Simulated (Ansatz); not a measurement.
**Run report: Ta$_{2}$Si, single-point calculation**

The run: single-point calculation of Ta$_{2}$Si (6 atoms in the cell). Method and program: DFT LDA, scalar-relativistic, plane waves, PAW, no spin polarisation (Ansatz 0.2.0).

The structure derives from a Materials Project entry. It belongs to a series of runs on one base structure; here: functional: LDA. Figures and captions count atoms from 1; the log counts them from 0 in places.

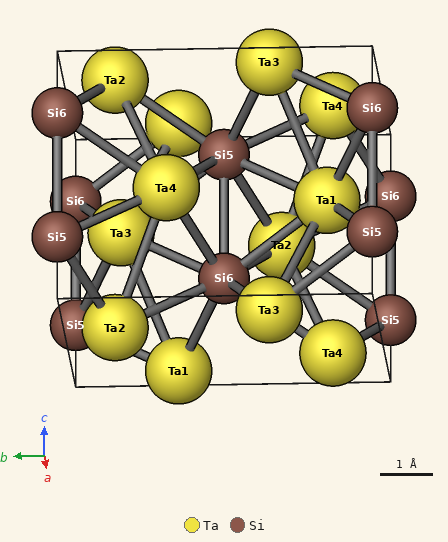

*The structure as given in the input (ball-and-stick view of the cell 2 times as large as that of the calculation, set on its symmetry axes, seen at an oblique angle; atoms are numbered from 1 in the order of the input). An atom can appear more than once, as a periodic image.*

Near neighbours in the periodic cell (some may lie outside the picture): Ta has 4 Si at 2.63 Å and 3 Ta at 2.86 to 2.94 Å; Si has 2 Si at 2.52 Å and 8 Ta at 2.63 Å.

**Results in brief**

- outcome: converged
- space group (tolerance 0.01 Å): I4/mcm (140)
- electrons treated: 60
- free energy: −39951.1802 eV
- Fermi energy: 17.238 eV
- gap on the k-point mesh: none (metallic)
- pressure: −7.62 GPa
- largest force (length of the vector): 0.037 eV/Å
- hardware: 1 thread of Intel Xeon @ 2.50GHz (Skylake/Cascade Lake), 189 GiB of memory available, shared host
- wall time: 51 s
- peak memory: 0.52 GiB

Spin–orbit coupling is left out, which matters for Ta. The cell is under a tension of 7.6 GPa at this level, so it is not at its equilibrium volume.

**Input file**
```yaml
crystal:
  lattice:
    - [-3.0877629443, 3.0877629443, 2.5236412193]
    - [3.0877629443, -3.0877629443, 2.5236412193]
    - [3.0877629443, 3.0877629443, -2.5236412193]
  atoms:
    - { symbol: Ta, position: [0.66359321, 0.83640679, 0.5] }
    - { symbol: Ta, position: [0.83640679, 0.33640679, 0.17281358] }
    - { symbol: Ta, position: [0.33640679, 0.16359321, 0.5] }
    - { symbol: Ta, position: [0.16359321, 0.66359321, 0.82718642] }
    - { symbol: Si, position: [0.25, 0.25, 0.0] }
    - { symbol: Si, position: [0.75, 0.75, 0.0] }
basis:
  ecutwfc: 420
kpoints:
  mp_grid: { grid: [10, 10, 10] }
hamiltonian:
  xc: lda
scf:
  occupations: { method: gaussian, width: 0.1 }
output:
  forces: true
  stress: true
  eigenvalues: true
  write_density: true
  write_potential: true
  elf: true
  volumetric_format: npy
```

Launched with:
```bash
ansatz run input.yaml --threads 1 --pin off --max-ram 2560MiB --backend cpu --events-out ev --progress --plain --runs-dir out
```

**The program's output**
```
Engine: ansatz 0.2.0, x86_64-unknown-linux-gnu
Pseudopotentials: kind: paw
Pseudopotential: Ta, paw, valence charge 13, recommended cutoff 420 eV (normal), Ta.paw.azcp
Pseudopotential: Si, paw, valence charge 4, recommended cutoff 420 eV (normal), Si.paw.azcp
Functional definition: SPW92
  exchange = slater_x
  correlation = pw_c
Crystal: 6 atoms, lattice volume = 96.244 Å³
Basis set: ecut = 420 eV, 1945 PW (Γ)
Bands: 36, of which v1, the nominal top of the filled ones, is band 30 counted from 1 (29 counted from 0)
Symmetry: 16 space group operations
Space group: I4/mcm (ITA 140), of the structure as read, at distance tolerance 4.6e-5 Å
k-points: 102 of 1000
Non-local potential: Ta, projectors of the file, l = 0: 3, l = 1: 2, l = 2: 2, l = 3: 1
Non-local potential: Si, projectors of the file, l = 0: 2, l = 1: 2, l = 2: 2
PAW form: soft (Blöchl's): semilocal exchange-correlation on the pseudo side does not see the compensation charge
PAW frozen core: Ta, regenerated for the run's functional, and the local potential with it (the file was generated under x = pbe(κ = 0.804, μ = 0.2195149727645171), c = pbe(β = 0.06672455060314922))
PAW frozen core: Si, regenerated for the run's functional, and the local potential with it (the file was generated under x = pbe(κ = 0.804, μ = 0.2195149727645171), c = pbe(β = 0.06672455060314922))
PAW one-centre angular grid: Ta, 590 points (default); XC on 64 Gauss nodes
PAW one-centre angular grid: Si, 110 points (default); XC on 64 Gauss nodes
Initial density: superposition of atomic densities (neutral atoms: chi_scale 0, normalization atom), corrected by the library's trained network
Initial wavefunctions: pseudopotential atomic-orbital guess
Functional: x = slater, c = lda
SCF iter   1: F=—  HF=-39951.183973 eV  |F-HF|=—  |Δ(HF+E_count)|=         —  Δρ=5.17e-3  dr2=1.85e-2  ethr=1.77e-3  ⟨swp⟩=5.6  Hψ=15401  notcnv=0
preconditioner: auto → Kerker (q_TF=auto, 2.522 Å⁻¹)  [metal: Δε(μ)=0.012 eV  Ē_g=5.369 eV  σ=0.100 eV  W_gap=0.07  n_scr=18 (ndim 8)  ℏωp=20.0 eV  f_vac=0.000  D(μ)=3.26/eV (n_scr^D=16)]
SCF iter   2: F=—  HF=-39951.181267 eV  |F-HF|=—  |Δ(HF+E_count)|=   2.71e-3  Δρ=3.05e-3  dr2=5.85e-3  ethr=3.08e-5  ⟨swp⟩=2.0  Hψ=5031  notcnv=0  defer=1
SCF iter   3: F=—  HF=-39951.180209 eV  |F-HF|=—  |Δ(HF+E_count)|=   1.06e-3  Δρ=4.16e-4  dr2=1.44e-4  ethr=9.76e-6  ⟨swp⟩=2.2  Hψ=4573  notcnv=0  defer=1
SCF iter   4: F=—  HF=-39951.180169 eV  |F-HF|=—  |Δ(HF+E_count)|=   3.93e-5  Δρ=8.30e-5  dr2=3.05e-6  ethr=2.40e-7  ⟨swp⟩=2.0  Hψ=5021  notcnv=0  defer=1
SCF iter   5: F=—  HF=-39951.180167 eV  |F-HF|=—  |Δ(HF+E_count)|=   2.71e-6  Δρ=7.39e-6  dr2=6.43e-8  ethr=5.08e-9  ⟨swp⟩=2.0  Hψ=5058  notcnv=0  defer=1
SCF iter   6: F=-39951.180167 eV  HF=-39951.180167 eV  |F-HF|=4.26e-9  |Δ(HF+E_count)|=   1.14e-8  Δρ=1.78e-6  dr2=5.61e-9  ethr=1.07e-10  ⟨swp⟩=10.3  Hψ=24918  notcnv=0
SCF 1 converged in 6 iterations: F = -39951.180167 eV  dr2 = 5.61e-9
  greatest PAW one-centre occupation: 1.000 electrons in one spin orbital (limit 2), on the Ta atom at site 3 (counted from 0), in its partial waves of l = 0
SCF converged after 6 iterations
Free energy (F): -39951.180167 eV
Harris-Foulkes:  -39951.180167 eV  (|F-HF|=4.26e-9)
Internal energy: -39951.163952 eV  (E = F + TS)
E sigma→0 (E₀):  -39951.172059 eV
Entropy (-TS):   -0.016215 eV (-2.703 meV/atom)
Fermi energy:    17.238414 eV
--- Per-component energies (eV) ---
  E_band       = -435.788430
  E_kinetic    = 1554.287229
  E_local      = -2515.734380  (includes V_loc(G=0)·N_el)
  E_nonlocal   = 133.266484
  E_hartree    = 894.158093
  E_xc         = -982.133057
  E_vxc        = -917.259815  (∫ρ·V_xc dr)
  E_paw        = -33568.121330  (= ΣΔE_a)
  E_vpaw       = -478.666372  (= ΣTr[D̂ρ^β])
  E_aug_tail   = 0.000600  (compensation charges beyond the density's cutoff)
  E_ewald      = -5468.091862
  E_core_change = 1.204273  (= ΣΔE_core)
  E_smearing   = -0.016215  (= −TS)
  E_closure    = 0.000000  (closes the sum)
  Σ components = -39951.180167   (vs F -39951.180167, Δ=0.00e0)
--- Forces (eV/Å), atoms counted from 1 ---
  atom   1  Ta     0.02614936    -0.02614936    -0.00000000
  atom   2  Ta     0.02614936     0.02614936     0.00000000
  atom   3  Ta    -0.02614936     0.02614936    -0.00000000
  atom   4  Ta    -0.02614936    -0.02614936     0.00000000
  atom   5  Si     0.00000000     0.00000000     0.00000000
  atom   6  Si    -0.00000000    -0.00000000     0.00000000
  max |Σ_I F_I| component: 9.02e-17 eV/Å
--- Stress (GPa, compression-positive) ---
       -8.090771      -0.000000       0.000000
       -0.000000      -8.090771       0.000000
       -0.000000       0.000000      -6.681409
  P = ⅓ Tr σ = -7.6210 GPa (-76.210 kbar)
--- Band table (eV; the first three rows and the last of 102) ---
  k-point 0: bands = ["-50.5280", "-50.4900", "-50.4479", "-50.4479", "-17.2373", "-17.2373", "-17.2244", "-17.1805", "-17.1805", "-17.1414", "-17.1404", "-17.0328", "-16.8969", "-16.6519", "-16.6399", "-16.6399", "5.2531", "9.8079", "12.3361", "12.4935", "13.0061", "13.0061", "14.7654", "14.7654", "14.7679", "14.7679", "14.8087", "15.2635", "17.3999", "17.4542", "18.1434", "18.5062", "18.5062", "18.7892", "18.7892", "18.8564"]
  k-point 1: bands = ["-50.5266", "-50.4899", "-50.4494", "-50.4479", "-17.2596", "-17.2376", "-17.2029", "-17.1908", "-17.1807", "-17.1333", "-17.1283", "-17.0387", "-16.8833", "-16.6548", "-16.6539", "-16.6405", "5.3363", "9.8634", "12.0591", "12.1144", "13.2390", "13.3958", "14.5392", "14.6703", "14.7513", "14.7619", "14.8929", "15.2873", "17.1877", "17.4940", "18.0455", "18.1410", "18.3726", "18.8944", "19.2292", "19.2361"]
  k-point 2: bands = ["-50.5228", "-50.4896", "-50.4535", "-50.4479", "-17.2727", "-17.2353", "-17.2146", "-17.1899", "-17.1813", "-17.1188", "-17.0955", "-17.0534", "-16.8497", "-16.6912", "-16.6637", "-16.6422", "5.5712", "10.0197", "11.4340", "11.7746", "13.5701", "13.5856", "14.3963", "14.5835", "14.7322", "14.7973", "15.0361", "15.0686", "17.0350", "17.5932", "17.7333", "17.8500", "18.0245", "19.2753", "19.6917", "20.0131"]
  k-point 101: bands = ["-50.4840", "-50.4840", "-50.4741", "-50.4718", "-17.3897", "-17.3491", "-17.2142", "-17.1449", "-17.1449", "-17.0572", "-16.9946", "-16.9197", "-16.7739", "-16.7739", "-16.7299", "-16.7299", "7.3004", "10.1257", "10.9590", "10.9590", "11.5284", "13.6229", "13.6229", "14.0289", "14.9931", "15.8132", "16.1915", "16.2325", "16.2325", "16.2503", "16.9903", "17.4519", "17.9488", "17.9488", "19.8966", "20.6558"]
```

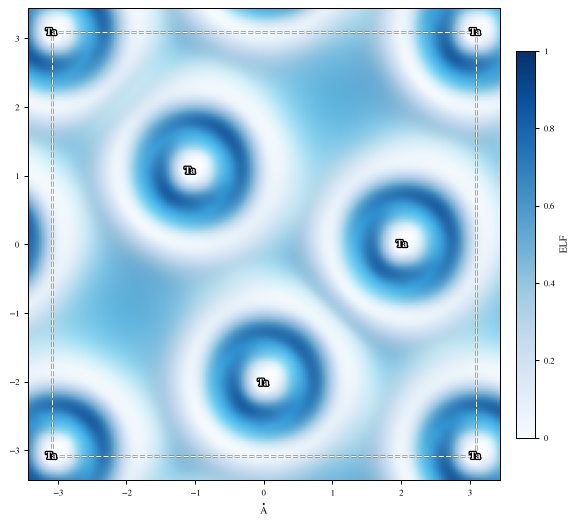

*Electron localisation function on the (001) plane of the conventional cell.*

The section cuts through Ta sites. Ta–Ta (2.86 Å): the ELF is about 0.35 at the midpoint; no shared electron pair. The strong features right at Ta lie inside the PAW spheres (semicore, d or f shells) and say nothing about bonding. Core electrons are frozen (PAW), so the fields are smoothed inside the atomic spheres.

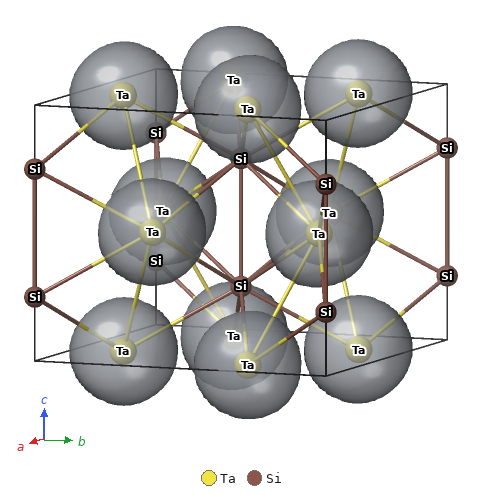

*Isosurface of the valence electron density at 0.5 e/Å³ (grey), seen slightly off an axis. Sticks mark near contacts. The outline is the cell set on symmetry axes.*

At this value the density breaks into separate islands; it holds about 60 % of the electrons treated as valence (semicore included). It is pinched off along the Si–Si (2.52 Å), Ta–Si (2.63 Å), Ta–Ta (2.86 Å) and Ta–Ta (2.94 Å) contacts. On the grid the lowest density along these lines, outside the cores, is 0.38 e/Å³ (Si–Si, 2.52 Å), 0.35 e/Å³ (Ta–Si, 2.63 Å), 0.31 e/Å³ (Ta–Ta, 2.86 Å) and 0.3 e/Å³ (Ta–Ta, 2.94 Å).

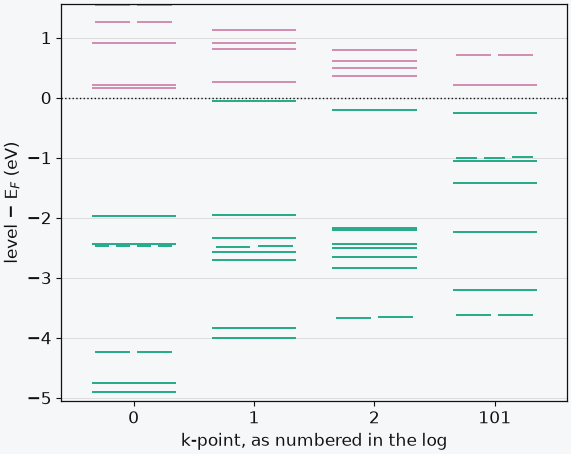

*Kohn–Sham levels near the Fermi level (dotted) at the few k-points that the log prints; levels within 0.02 eV of each other stand side by side.*

The system is metallic on the full mesh.
